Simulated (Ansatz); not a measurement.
**Hf: single-point calculation**

The run: single-point calculation of Hf (P6₃/mmc, 2 atoms in the cell). Method and program: DFT PBE, scalar-relativistic, plane waves, PAW, no spin polarisation (Ansatz 0.2.0).

It belongs to a series of runs on one base structure; here: states of the whole zone by energy, transport at constant relaxation time. Figures and captions count atoms from 1; the log counts them from 0 in places.

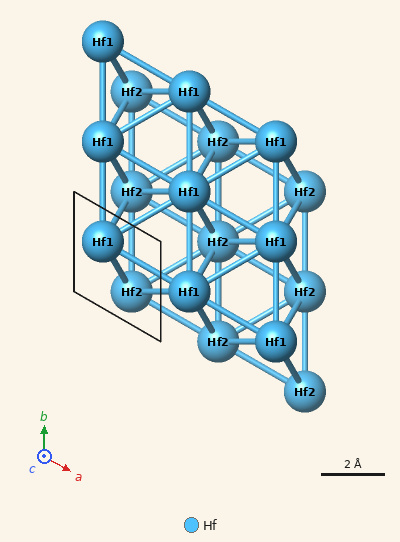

**Figure 1.** The input geometry (ball-and-stick view of the cell of the calculation, repeated 3 × 3 × 1, along the c axis; atoms are numbered from 1 in the order of the input). An atom can appear more than once, as a periodic image. Near neighbours in the periodic cell (some may lie outside the picture): Hf has 12 Hf at 3.13 to 3.20 Å.

Key numbers

- outcome: converged
- space group (tolerance 0.01 Å): P6₃/mmc (194)
- electrons treated: 52
- free energy: −31442.7234 eV
- Fermi energy: 19.863 eV
- gap on the k-point mesh: none (metallic)
- pressure: 0.43 GPa
- largest force (length of the vector): under 0.001 eV/Å
- hardware: 4 threads of Arm Neoverse V2, 24 GiB of memory available, shared host
- wall time: 5 min (CPU time 18 min)
- peak memory: 1.3 GiB

Remarks

Spin–orbit coupling is left out, which matters for Hf.

Input file
```yaml
crystal:
  lattice:
    - [3.2000007099, 0.0, 0.0]
    - [-1.6000003549, 2.7712819069, 0.0]
    - [0.0, 0.0, 5.0624011231]
  atoms:
    - { symbol: Hf, position: [0.3333333333, 0.6666666667, 0.75] }
    - { symbol: Hf, position: [0.6666666667, 0.3333333333, 0.25] }
basis:
  ecutwfc: 420
  ecutrho_ratio: 4
kpoints:
  mp_grid: { grid: [12, 12, 8] }
hamiltonian:
  xc: pbe
scf:
  occupations: { method: gaussian, width: 0.05 }
output:
  forces: true
  stress: true
  eigenvalues: true
  states_by_energy: { minimum_broadening: 0.025 }
```

Run as:
```bash
ansatz run input.yaml --threads 4 --pin off --max-ram 9216MiB --backend cpu --events-out ev --progress --plain --runs-dir out
```

What the program printed
```
Engine: ansatz 0.2.0, aarch64-unknown-linux-gnu
Pseudopotentials: kind: paw
Pseudopotential: Hf, paw, valence charge 26, recommended cutoff 420 eV (normal), Hf.paw.azcp
Functional definition: PBE
  parameter kappa = 0.804
  parameter beta = 0.06672455060314922
  exchange = pbe_x(kappa = kappa, mu = beta*pi^2/3)
  correlation = pbe_c(beta = beta)
Crystal: 2 atoms, lattice volume = 44.894 Å³
Basis set: ecut = 420 eV, 881 PW (Γ), exchange–correlation on 48×48×72 points (8 copies of the dense FFT grid, shifted against one another)
Bands: 32, of which v1, the nominal top of the filled ones, is band 26 counted from 1 (25 counted from 0)
Symmetry: 24 space group operations
Space group: P63/mmc (ITA 194), of the structure as read, at distance tolerance 3.6e-5 Å
k-points: 95 of 1152
Non-local potential: Hf, projectors of the file, l = 0: 3, l = 1: 2, l = 2: 2, l = 3: 3
PAW form: soft (Blöchl's): semilocal exchange-correlation on the pseudo side does not see the compensation charge
PAW one-centre angular grid: Hf, 590 points (default); XC on 64 Gauss nodes
Initial density: superposition of atomic densities (neutral atoms: chi_scale 0, normalization atom), corrected by the library's trained network
Initial wavefunctions: pseudopotential atomic-orbital guess
Functional: x = pbe(κ = 0.804, μ = 0.2195149727645171), c = pbe(β = 0.06672455060314922)
SCF iter   1: F=—  HF=-31442.722926 eV  |F-HF|=—  |Δ(HF+E_count)|=         —  Δρ=3.09e-3  dr2=2.20e-3  ethr=1.77e-3  ⟨swp⟩=4.6  Hψ=10075  notcnv=0
preconditioner: auto → Kerker (q_TF=auto, 2.796 Å⁻¹)  [metal: Δε(μ)=0.016 eV  Ē_g=17.562 eV  σ=0.050 eV  W_gap=0.18  n_scr=22 (ndim 8)  ℏωp=38.4 eV  f_vac=0.000  D(μ)=2.27/eV (n_scr^D=22)]
SCF iter   2: F=—  HF=-31442.723228 eV  |F-HF|=—  |Δ(HF+E_count)|=   3.03e-4  Δρ=1.95e-3  dr2=9.72e-4  ethr=4.24e-6  ⟨swp⟩=2.2  Hψ=4965  notcnv=0
SCF iter   3: F=—  HF=-31442.723431 eV  |F-HF|=—  |Δ(HF+E_count)|=   2.03e-4  Δρ=3.05e-4  dr2=3.74e-5  ethr=1.87e-6  ⟨swp⟩=3.0  Hψ=5243  notcnv=0
SCF iter   4: F=—  HF=-31442.723439 eV  |F-HF|=—  |Δ(HF+E_count)|=   7.57e-6  Δρ=1.67e-4  dr2=6.96e-6  ethr=7.20e-8  ⟨swp⟩=2.0  Hψ=5371  notcnv=0
SCF iter   5: F=—  HF=-31442.723437 eV  |F-HF|=—  |Δ(HF+E_count)|=   2.08e-6  Δρ=5.48e-5  dr2=7.15e-7  ethr=1.34e-8  ⟨swp⟩=2.0  Hψ=4612  notcnv=0
SCF iter   6: F=-31442.723437 eV  HF=-31442.723437 eV  |F-HF|=9.51e-9  |Δ(HF+E_count)|=   4.59e-7  Δρ=1.32e-5  dr2=4.28e-8  ethr=1.92e-10  ⟨swp⟩=8.3  Hψ=15621  notcnv=0
SCF 1 converged in 6 iterations: F = -31442.723437 eV  dr2 = 4.28e-8
  greatest PAW one-centre occupation: 0.998 electrons in one spin orbital (limit 2), on the Hf atom at site 1 (counted from 0), in its partial waves of l = 0
NSCF: frozen V_eff on 8 k-points
SCF converged after 6 iterations
Free energy (F): -31442.723437 eV
Harris-Foulkes:  -31442.723437 eV  (|F-HF|=9.51e-9)
Internal energy: -31442.720630 eV  (E = F + TS)
E sigma→0 (E₀):  -31442.722034 eV
Entropy (-TS):   -0.002807 eV (-1.403 meV/atom)
Fermi energy:    19.862695 eV
--- Per-component energies (eV) ---
  E_band       = 68.287944
  E_kinetic    = 848.217836
  E_local      = -10160.445576  (includes V_loc(G=0)·N_el)
  E_nonlocal   = -2488.702880
  E_hartree    = 4778.892804
  E_xc         = -600.245915
  E_vxc        = -532.408350  (∫ρ·V_xc dr)
  E_paw        = -13855.608538  (= ΣΔE_a)
  E_vpaw       = 2843.851480  (= ΣTr[D̂ρ^β])
  E_aug_tail   = -0.000002  (compensation charges beyond the density's cutoff)
  E_ewald      = -9964.828359
  E_smearing   = -0.002807  (= −TS)
  E_closure    = 0.000000  (closes the sum)
  Σ components = -31442.723437   (vs F -31442.723437, Δ=0.00e0)
--- Forces (eV/Å), atoms counted from 1 ---
  atom   1  Hf     0.00000000    -0.00000000     0.00000000
  atom   2  Hf    -0.00000000     0.00000000     0.00000000
  max |Σ_I F_I| component: 1.85e-17 eV/Å
--- Stress (GPa, compression-positive) ---
        0.383888      -0.000000       0.000000
       -0.000000       0.383888       0.000000
        0.000000       0.000000       0.509621
  P = ⅓ Tr σ = 0.4258 GPa (4.258 kbar)
--- Band table (eV; the first three rows and the last of 95) ---
  k-point 0: bands = ["-42.0897", "-42.0194", "-11.2254", "-10.4934", "-10.4934", "-10.3662", "-10.3662", "-10.3651", "7.9425", "7.9758", "7.9765", "7.9765", "7.9780", "7.9780", "7.9827", "7.9887", "7.9887", "7.9969", "8.0158", "8.0158", "8.0565", "8.0600", "12.4660", "16.1291", "20.4569", "21.0028", "21.0028", "21.2848", "21.8216", "21.8216", "22.4602", "22.4602"]
  k-point 1: bands = ["-42.0870", "-42.0221", "-11.1948", "-10.4886", "-10.4886", "-10.4002", "-10.3711", "-10.3711", "7.9430", "7.9677", "7.9677", "7.9775", "7.9791", "7.9842", "7.9842", "7.9888", "7.9888", "7.9980", "8.0185", "8.0185", "8.0566", "8.0599", "12.6093", "16.0524", "20.2579", "20.9206", "20.9206", "21.1589", "21.7027", "21.7027", "22.6959", "22.6959"]
  k-point 2: bands = ["-42.0795", "-42.0297", "-11.1066", "-10.4990", "-10.4749", "-10.4749", "-10.3850", "-10.3850", "7.9448", "7.9615", "7.9615", "7.9714", "7.9753", "7.9753", "7.9820", "7.9987", "8.0008", "8.0008", "8.0223", "8.0223", "8.0570", "8.0595", "13.0240", "15.7653", "19.9085", "20.8027", "20.8027", "20.8216", "21.4240", "21.4240", "23.2557", "23.2557"]
  k-point 94: bands = ["-42.0148", "-42.0148", "-11.0253", "-11.0253", "-10.8177", "-10.8177", "-10.5005", "-10.5005", "7.9736", "7.9736", "7.9764", "7.9764", "7.9868", "7.9868", "7.9938", "7.9938", "7.9952", "7.9952", "7.9974", "7.9974", "8.0386", "8.0386", "18.0823", "18.0823", "18.3725", "18.3725", "19.6256", "19.6256", "22.3500", "22.3500", "24.8804", "24.8804"]
```

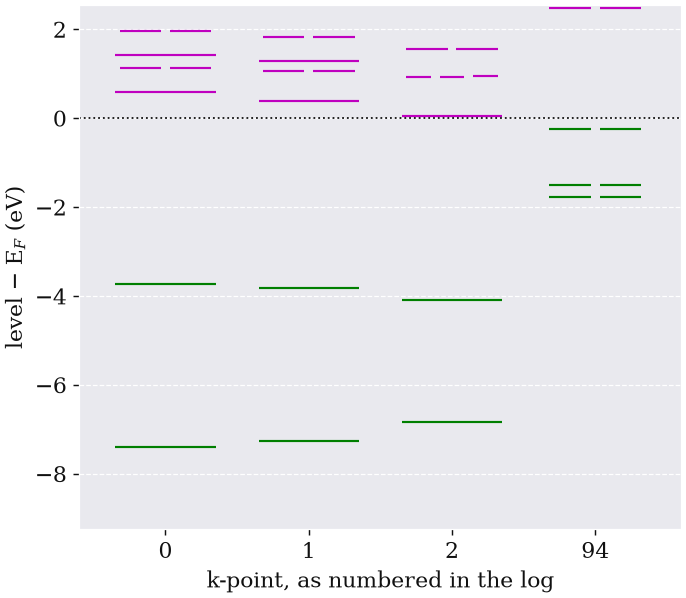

**Figure 2.** Kohn–Sham levels near the Fermi level (dotted) at the few k-points that the log prints; levels within 0.02 eV of each other stand side by side. The system is metallic on the full mesh.
